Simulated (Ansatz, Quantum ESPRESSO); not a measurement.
# Evanescent states of BAs, zinc blende type, lattice constant set to 4.533 Å, part 2 of 3

Wanted: the complex band structure of BAs, zinc blende type, lattice constant set to 4.533 Å, as for a tunnel barrier.

Quantum ESPRESSO 7.5; plane-wave DFT, PBEsol, GBRV ultrasoft pseudopotentials; cross-check by Ansatz 0.2.0 with PAW datasets.

So far. Step 2 (Ground state): The run needed 11 iterations to bring the estimated error under 1e-09 Ry.

## 3. Complex band structure

Level of this step: complex band structure by pwcond; plane-wave DFT, PBEsol, GBRV ultrasoft pseudopotentials (Quantum ESPRESSO).

ikind = 0 solves one period of the crystal for all kz, real and complex, at each energy and k across. ewind and epsproj trim the two-dimensional plane-wave basis; nz1 sets the subslabs.

The input, cbs.in:

```
&inputcond
  outdir = './out'
  prefixl = 'scf'
  band_file = 'cbs'
  ikind = 0
  ewind = 4.0
  epsproj = 1e-05
  nz1 = 7
  energy0 = 4.48
  denergy = -0.16
/
4
  0.00000000 0.00000000 1.00000000
  0.50000000 0.00000000 1.00000000
  0.50000000 0.50000000 1.00000000
  0.25000000 0.00000000 1.00000000
41
```

Started as:

```
$ OMP_NUM_THREADS=1 mpirun -n 2 pwcond.x -in cbs.in > cbs.out
```

What it wrote:

```text
[banner, memory and clock lines left out]
Program PWCOND v.7.5 starts

          URL

     ./out/scf.save/

     IMPORTANT: XC functional enforced from input :
     Exchange-correlation= PBESOL
                           (   1   4  10   8   0   0   0)
     Any further DFT definition will be discarded
     Please, verify this is what you really want

     Reading collected, re-writing distributed wavefunctions

===== INPUT FILE containing the left lead =====

     GEOMETRY:

     lattice parameter (alat)  =       6.0572  a.u.
     the volume                =     314.2851 (a.u.)^3
     the cross section         =      36.6893 (a.u.)^2
     l of the unit cell        =       1.4142 (alat)
     number of atoms/cell      =            4
     number of atomic types    =            2

     crystal axes: (cart. coord. in units of alat)
               a(1) = (  1.0000  0.0000  0.0000 )
               a(2) = (  0.0000  1.0000  0.0000 )
               a(3) = (  0.0000  0.0000  1.4142 )

   Cartesian axes

     site n.     atom                  positions (alat units)
          1        B      tau(  1)=(  0.0000  0.0000  1.4142  )
          2        As     tau(  2)=(  0.5000  0.0000  0.3536  )
          3        B      tau(  3)=(  0.5000  0.5000  0.7071  )
          4        As     tau(  4)=(  0.0000  0.5000  1.0607  )

     nr1s                      =           25
     nr2s                      =           25
     nr3s                      =           36
     nr1sx                     =           25
     nr2sx                     =           25
     nr3sx                     =           36
     nr1                       =           27
     nr2                       =           27
     nr3                       =           40
     nr1x                      =           27
     nr2x                      =           27
     nr3x                      =           40

 _______________________________
  Radii of nonlocal spheres:

     type       ibeta     ang. mom.          radius (alat units)
       B          1         0                    0.2065
       B          2         0                    0.2065
       B          3         1                    0.2065
       B          4         1                    0.2065
       As         1         0                    0.3181
       As         2         0                    0.3181
       As         3         1                    0.3181
       As         4         1                    0.3181
       As         5         2                    0.3181
       As         6         2                    0.3181
----- General information -----

----- Complex band structure calculation -----

     nrx                       =           25
     nry                       =           25
     nz1                       =            7

     energy0               =         4.5E+00
     denergy               =        -1.6E-01
     nenergy               =         41
     ecut2d                =         4.0E+01
     ewind                 =         4.0E+00
     epsproj               =         1.0E-05

     number of k_|| points=    4
                       cryst. coord.
        k(    1) = (   0.0000000   0.0000000), wk =   0.2500000
        k(    2) = (   0.5000000   0.0000000), wk =   0.2500000
        k(    3) = (   0.5000000   0.5000000), wk =   0.2500000
        k(    4) = (   0.2500000   0.0000000), wk =   0.2500000
----- Information about left lead -----

     nocros                   =            8
     noins                    =           44
     norb                     =           60
     norbf                    =           60
     nrz                      =           36

      iorb      type   ibeta   ang. mom.   m       position (alat)
        1        1       1        0        1   taunew(   1)=(  0.0000  0.0000  0.0000)
        2        1       2        0        1   taunew(   2)=(  0.0000  0.0000  0.0000)
        3        1       3        1        1   taunew(   3)=(  0.0000  0.0000  0.0000)
        4        1       3        1        2   taunew(   4)=(  0.0000  0.0000  0.0000)
        5        1       3        1        3   taunew(   5)=(  0.0000  0.0000  0.0000)
        6        1       4        1        1   taunew(   6)=(  0.0000  0.0000  0.0000)
        7        1       4        1        2   taunew(   7)=(  0.0000  0.0000  0.0000)
        8        1       4        1        3   taunew(   8)=(  0.0000  0.0000  0.0000)
        9        2       1        0        1   taunew(   9)=(  0.5000  0.0000  0.3536)
       10        2       2        0        1   taunew(  10)=(  0.5000  0.0000  0.3536)
       11        2       3        1        1   taunew(  11)=(  0.5000  0.0000  0.3536)
       12        2       3        1        2   taunew(  12)=(  0.5000  0.0000  0.3536)
       13        2       3        1        3   taunew(  13)=(  0.5000  0.0000  0.3536)
       14        2       4        1        1   taunew(  14)=(  0.5000  0.0000  0.3536)
       15        2       4        1        2   taunew(  15)=(  0.5000  0.0000  0.3536)
       16        2       4        1        3   taunew(  16)=(  0.5000  0.0000  0.3536)
       17        2       5        2        1   taunew(  17)=(  0.5000  0.0000  0.3536)
       18        2       5        2        2   taunew(  18)=(  0.5000  0.0000  0.3536)
       19        2       5        2        3   taunew(  19)=(  0.5000  0.0000  0.3536)
       20        2       5        2        4   taunew(  20)=(  0.5000  0.0000  0.3536)
       21        2       5        2        5   taunew(  21)=(  0.5000  0.0000  0.3536)
       22        2       6        2        1   taunew(  22)=(  0.5000  0.0000  0.3536)
       23        2       6        2        2   taunew(  23)=(  0.5000  0.0000  0.3536)
       24        2       6        2        3   taunew(  24)=(  0.5000  0.0000  0.3536)
       25        2       6        2        4   taunew(  25)=(  0.5000  0.0000  0.3536)
       26        2       6        2        5   taunew(  26)=(  0.5000  0.0000  0.3536)
       27        1       1        0        1   taunew(  27)=(  0.5000  0.5000  0.7071)
       28        1       2        0        1   taunew(  28)=(  0.5000  0.5000  0.7071)
       29        1       3        1        1   taunew(  29)=(  0.5000  0.5000  0.7071)
       30        1       3        1        2   taunew(  30)=(  0.5000  0.5000  0.7071)
       31        1       3        1        3   taunew(  31)=(  0.5000  0.5000  0.7071)
       32        1       4        1        1   taunew(  32)=(  0.5000  0.5000  0.7071)
       33        1       4        1        2   taunew(  33)=(  0.5000  0.5000  0.7071)
       34        1       4        1        3   taunew(  34)=(  0.5000  0.5000  0.7071)
       35        2       1        0        1   taunew(  35)=(  0.0000  0.5000  1.0607)
       36        2       2        0        1   taunew(  36)=(  0.0000  0.5000  1.0607)
       37        2       3        1        1   taunew(  37)=(  0.0000  0.5000  1.0607)
       38        2       3        1        2   taunew(  38)=(  0.0000  0.5000  1.0607)
       39        2       3        1        3   taunew(  39)=(  0.0000  0.5000  1.0607)
       40        2       4        1        1   taunew(  40)=(  0.0000  0.5000  1.0607)
       41        2       4        1        2   taunew(  41)=(  0.0000  0.5000  1.0607)
       42        2       4        1        3   taunew(  42)=(  0.0000  0.5000  1.0607)
       43        2       5        2        1   taunew(  43)=(  0.0000  0.5000  1.0607)
       44        2       5        2        2   taunew(  44)=(  0.0000  0.5000  1.0607)
       45        2       5        2        3   taunew(  45)=(  0.0000  0.5000  1.0607)
       46        2       5        2        4   taunew(  46)=(  0.0000  0.5000  1.0607)
       47        2       5        2        5   taunew(  47)=(  0.0000  0.5000  1.0607)
       48        2       6        2        1   taunew(  48)=(  0.0000  0.5000  1.0607)
       49        2       6        2        2   taunew(  49)=(  0.0000  0.5000  1.0607)
       50        2       6        2        3   taunew(  50)=(  0.0000  0.5000  1.0607)
       51        2       6        2        4   taunew(  51)=(  0.0000  0.5000  1.0607)
       52        2       6        2        5   taunew(  52)=(  0.0000  0.5000  1.0607)
       53        1       1        0        1   taunew(  53)=(  0.0000  0.0000  1.4142)
       54        1       2        0        1   taunew(  54)=(  0.0000  0.0000  1.4142)
       55        1       3        1        1   taunew(  55)=(  0.0000  0.0000  1.4142)
       56        1       3        1        2   taunew(  56)=(  0.0000  0.0000  1.4142)
       57        1       3        1        3   taunew(  57)=(  0.0000  0.0000  1.4142)
       58        1       4        1        1   taunew(  58)=(  0.0000  0.0000  1.4142)
       59        1       4        1        2   taunew(  59)=(  0.0000  0.0000  1.4142)
       60        1       4        1        3   taunew(  60)=(  0.0000  0.0000  1.4142)
    k slab    z(k)  z(k+1)     crossing(iorb=1,norb)
    1   0.0000 0.0393 0.0393   111111111111111111111111110000000000000000000000000000000000
    2   0.0393 0.0786 0.0393   111111111111111111111111110000000000000000000000000000000000
    3   0.0786 0.1179 0.0393   111111111111111111111111110000000000000000000000000000000000
    4   0.1179 0.1571 0.0393   111111111111111111111111110000000000000000000000000000000000
    5   0.1571 0.1964 0.0393   111111111111111111111111110000000000000000000000000000000000
    6   0.1964 0.2357 0.0393   111111111111111111111111110000000000000000000000000000000000
    7   0.2357 0.2750 0.0393   000000001111111111111111110000000000000000000000000000000000
    8   0.2750 0.3143 0.0393   000000001111111111111111110000000000000000000000000000000000
    9   0.3143 0.3536 0.0393   000000001111111111111111110000000000000000000000000000000000
   10   0.3536 0.3928 0.0393   000000001111111111111111110000000000000000000000000000000000
   11   0.3928 0.4321 0.0393   000000001111111111111111110000000000000000000000000000000000
   12   0.4321 0.4714 0.0393   000000001111111111111111110000000000000000000000000000000000
   13   0.4714 0.5107 0.0393   000000001111111111111111111111111100000000000000000000000000
   14   0.5107 0.5500 0.0393   000000001111111111111111111111111100000000000000000000000000
   15   0.5500 0.5893 0.0393   000000001111111111111111111111111100000000000000000000000000
   16   0.5893 0.6285 0.0393   000000001111111111111111111111111100000000000000000000000000
   17   0.6285 0.6678 0.0393   000000001111111111111111111111111100000000000000000000000000
   18   0.6678 0.7071 0.0393   000000001111111111111111111111111100000000000000000000000000
   19   0.7071 0.7464 0.0393   000000000000000000000000001111111111111111111111111100000000
   20   0.7464 0.7857 0.0393   000000000000000000000000001111111111111111111111111100000000
   21   0.7857 0.8250 0.0393   000000000000000000000000001111111111111111111111111100000000
   22   0.8250 0.8642 0.0393   000000000000000000000000001111111111111111111111111100000000
   23   0.8642 0.9035 0.0393   000000000000000000000000001111111111111111111111111100000000
   24   0.9035 0.9428 0.0393   000000000000000000000000001111111111111111111111111100000000
   25   0.9428 0.9821 0.0393   000000000000000000000000000000000011111111111111111100000000
   26   0.9821 1.0214 0.0393   000000000000000000000000000000000011111111111111111100000000
   27   1.0214 1.0607 0.0393   000000000000000000000000000000000011111111111111111100000000
   28   1.0607 1.0999 0.0393   000000000000000000000000000000000011111111111111111100000000
   29   1.0999 1.1392 0.0393   000000000000000000000000000000000011111111111111111100000000
   30   1.1392 1.1785 0.0393   000000000000000000000000000000000011111111111111111100000000
   31   1.1785 1.2178 0.0393   000000000000000000000000000000000011111111111111111111111111
   32   1.2178 1.2571 0.0393   000000000000000000000000000000000011111111111111111111111111
   33   1.2571 1.2964 0.0393   000000000000000000000000000000000011111111111111111111111111
   34   1.2964 1.3356 0.0393   000000000000000000000000000000000011111111111111111111111111
   35   1.3356 1.3749 0.0393   000000000000000000000000000000000011111111111111111111111111
   36   1.3749 1.4142 0.0393   000000000000000000000000000000000011111111111111111111111111
 ngper, shell number =          121          20
 ngper, n2d =          121         117
---  E-Ef =    4.4800000  k =    0.0000000   0.0000000
---  ie =          1  ik =          1
 Nchannels of the left tip =            3
 Right moving states:
   k1(2pi/a)   k2(2pi/a)   E-Ef (eV)
   0.1703447   0.0000000   4.4800000
   0.1703447   0.0000000   4.4800000
   0.4849234   0.0000000   4.4800000
 Left moving states:
   k1(2pi/a)   k2(2pi/a)   E-Ef (eV)
  -0.1703438   0.0000000   4.4800000
  -0.1703438   0.0000000   4.4800000
  -0.4849234   0.0000000   4.4800000

---  E-Ef =    4.3200000  k =    0.0000000   0.0000000
---  ie =          2  ik =          1
 Nchannels of the left tip =            3
 Right moving states:
   k1(2pi/a)   k2(2pi/a)   E-Ef (eV)
   0.1535294   0.0000000   4.3200000
   0.1535294   0.0000000   4.3200000
   0.4706977   0.0000000   4.3200000
 Left moving states:
   k1(2pi/a)   k2(2pi/a)   E-Ef (eV)
  -0.1535285   0.0000000   4.3200000
  -0.1535285   0.0000000   4.3200000
  -0.4706978   0.0000000   4.3200000
[... further energies and points left out ...]
---  E-Ef =   -1.7600000  k =    0.2500000   0.0000000
---  ie =         40  ik =          4
 Nchannels of the left tip =            3
 Right moving states:
   k1(2pi/a)   k2(2pi/a)   E-Ef (eV)
   0.1499414   0.0000000  -1.7600000
  -0.3256574  -0.0000000  -1.7600000
  -0.3924450  -0.0000000  -1.7600000
 Left moving states:
   k1(2pi/a)   k2(2pi/a)   E-Ef (eV)
  -0.1499420   0.0000000  -1.7600000
   0.3256579   0.0000000  -1.7600000
   0.3924461  -0.0000000  -1.7600000

---  E-Ef =   -1.9200000  k =    0.2500000   0.0000000
---  ie =         41  ik =          4
 Nchannels of the left tip =            3
 Right moving states:
   k1(2pi/a)   k2(2pi/a)   E-Ef (eV)
   0.1261779   0.0000000  -1.9200000
  -0.3538874  -0.0000000  -1.9200000
  -0.4144112  -0.0000000  -1.9200000
 Left moving states:
   k1(2pi/a)   k2(2pi/a)   E-Ef (eV)
  -0.1261785   0.0000000  -1.9200000
   0.3538879   0.0000000  -1.9200000
   0.4144123  -0.0000000  -1.9200000

Note: The following floating-point exceptions are signalling: IEEE_UNDERFLOW_FLAG
Note: The following floating-point exceptions are signalling: IEEE_UNDERFLOW_FLAG
```

Wall time 3.1 min (2 MPI ranks of Arm Neoverse N1, shared host); peak memory 0.12 GiB.

Numbers from this step:

- peak of the smallest κ at the zone centre: 0.174 Å⁻¹
- energy of the peak at the zone centre: 0.8 eV
- peak of the smallest κ at (1/4, 0): 0.288 Å⁻¹

K across = (0, 0) in the cell's reciprocal vectors; values within 0.0025 1/Å of each other count once, columns are sorted by size at each energy, a dash where no further value was kept. Im kz of the slowest decaying states against energy, zero at the highest filled level of the SCF mesh:

```csv
energy (eV),decay 1 (Å⁻¹),decay 2 (Å⁻¹),decay 3 (Å⁻¹)
-1.92,0.9,1.84,2.1
-1.60,0.847,1.82,2.08
-1.12,0.761,1.79,2.04
-0.80,0.698,1.77,2.02
-0.48,0.629,1.75,2.00
0.00,0.012,0.018,0.509
0.32,0.124,0.155,0.41
0.64,0.165,0.214,0.276
1.12,0.008,0.195,0.275
1.44,0.204,0.305,1.61
1.92,0.204,0.341,1.58
2.24,0.195,0.361,1.55
2.56,0.178,0.378,1.53
3.04,0.134,0.399,1.49
3.36,0.075,0.411,1.47
3.68,0.132,0.422,1.44
4.16,0.219,0.434,1.41
4.48,0.245,0.44,1.38
```

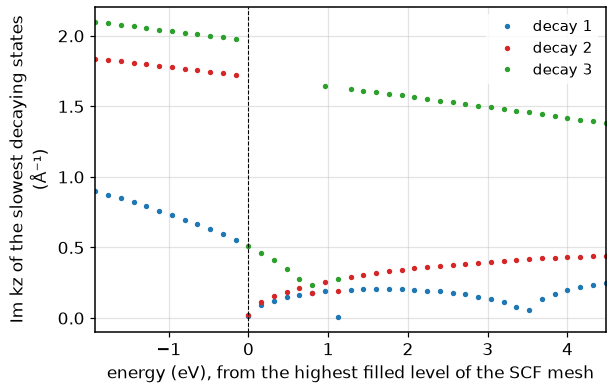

Im kz of the slowest decaying states against energy.

K across = (0, 0) in the cell's reciprocal vectors. Table of Re kz of states that move upwards by energy, zero at the highest filled level of the SCF mesh:

```csv
energy (eV),channel 1 (Å⁻¹),channel 2 (Å⁻¹),channel 3 (Å⁻¹)
-1.92,-0.438,-0.438,-0.424
-1.44,-0.359,-0.353,-0.353
-0.96,-0.285,-0.267,-0.267
-0.48,-0.196,-0.174,-0.174
0.00,-,-,-
0.48,-,-,-
0.96,-0.124,0.376,-
1.60,-0.664,0.178,-
2.08,-0.507,0.299,-
2.56,-0.369,0.394,-
3.04,-0.230,0.475,-
3.52,0.0383,0.0383,0.547
4.00,0.161,0.161,0.612
4.48,0.236,0.236,0.672
```

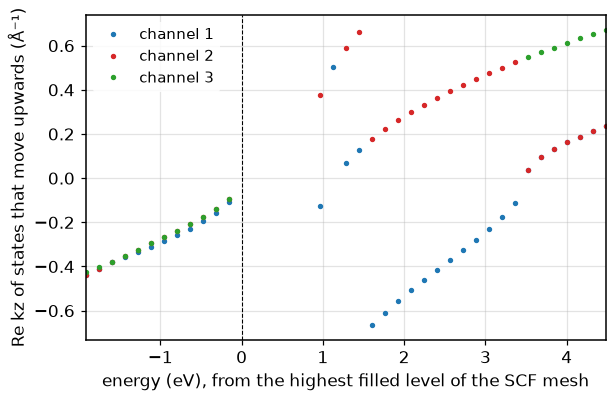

Re kz of states that move upwards against energy.

K across = (1/2, 0) in the cell's reciprocal vectors; values within 0.0025 1/Å of each other count once, columns are sorted by size at each energy, a dash where no further value was kept. Im kz of the slowest decaying states against energy, zero at the highest filled level of the SCF mesh:

```csv
energy (eV),decay 1 (Å⁻¹),decay 2 (Å⁻¹),decay 3 (Å⁻¹)
-1.92,0.098,0.351,1.30
-1.44,0.181,0.54,1.24
-0.96,0.227,0.608,1.18
-0.48,0.257,0.638,1.12
0.00,0.277,0.648,1.05
0.48,0.289,0.646,0.986
0.96,0.293,0.633,0.912
1.60,0.287,0.604,0.805
2.08,0.272,0.574,0.714
2.56,0.246,0.536,0.609
3.04,0.202,0.479,0.489
3.52,0.11,0.276,0.431
4.00,0.033,0.356,1.93
4.48,0.156,0.251,1.89
```

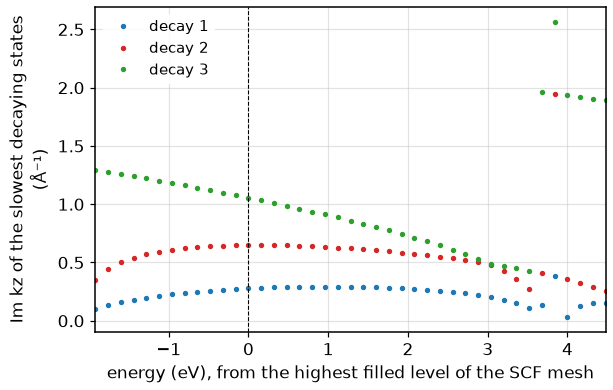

Im kz of the slowest decaying states, plotted against energy.

K across = (1/2, 1/2) in the cell's reciprocal vectors; values within 0.0025 1/Å of each other count once, columns are sorted by size at each energy, a dash where no further value was kept. The Im kz of the slowest decaying states by energy, zero at the highest filled level of the SCF mesh:

```csv
energy (eV),decay 1 (Å⁻¹),decay 2 (Å⁻¹),decay 3 (Å⁻¹)
-1.440,0.308,0.317,2.25
-0.960,0.291,0.301,2.22
-0.480,0.267,0.276,2.19
0.000,0.232,0.24,2.16
0.480,0.183,0.187,2.13
0.960,0.095,0.101,2.09
1.440,2.06,2.11,2.41
1.920,2.03,2.09,2.38
2.560,1.98,2.05,2.35
3.040,1.94,2.03,2.33
3.520,1.91,2,2.31
4.000,1.87,1.97,2.28
```

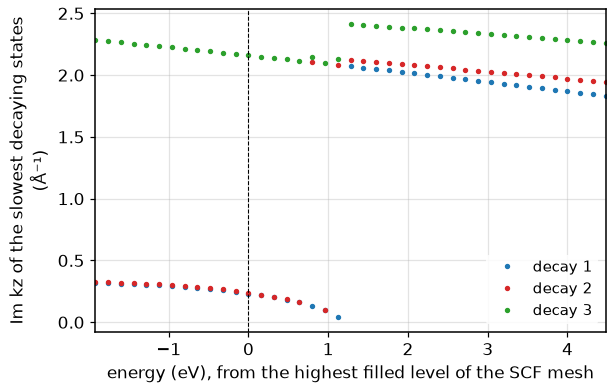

Im kz of the slowest decaying states, plotted against energy.

K across = (1/4, 0) in the cell's reciprocal vectors; values within 0.0025 1/Å of each other count once, columns are sorted by size at each energy, a dash where no further value was kept. Table of Im kz of the slowest decaying states by energy, zero at the highest filled level of the SCF mesh:

```csv
energy (eV),decay 1 (Å⁻¹),decay 2 (Å⁻¹),decay 3 (Å⁻¹)
-1.440,0.953,1.36,1.53
-0.960,0.143,0.879,1.31
-0.480,0.083,0.206,0.799
0.000,0.239,0.245,0.711
0.480,0.269,0.309,0.611
0.960,0.283,0.351,0.492
1.440,0.288,0.332,0.375
1.920,0.284,0.385,1.00
2.560,0.263,0.376,0.927
3.040,0.231,0.351,0.869
3.520,0.173,0.301,0.812
4.000,0.068,0.202,0.759
```

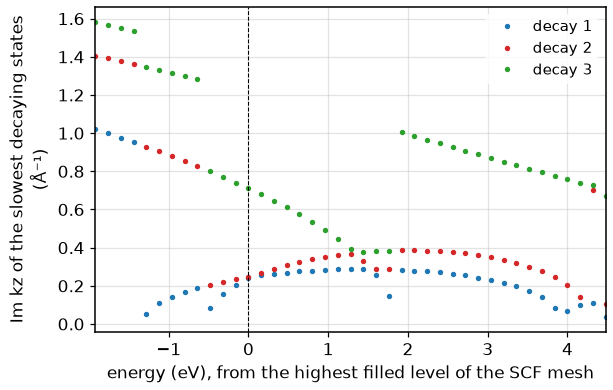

Im kz of the slowest decaying states, plotted against energy.

[end of part 2 of 3]

[Logs are printed without paths, hosts, clocks, repeated set-up lines and the standing remarks that a program may print on its own settings, such as how far it seeks lower states.]

[Hosts, paths, dates, database ids (printed as entryN), source tags and the programs' standing remarks are cut or masked in the printed files.]

[Maps of the electrostatic potential energy from Ansatz leave out the sawtooth potential of an applied field or a dipole correction, so their vacuum need not be flat; planar profiles and work functions include it.]
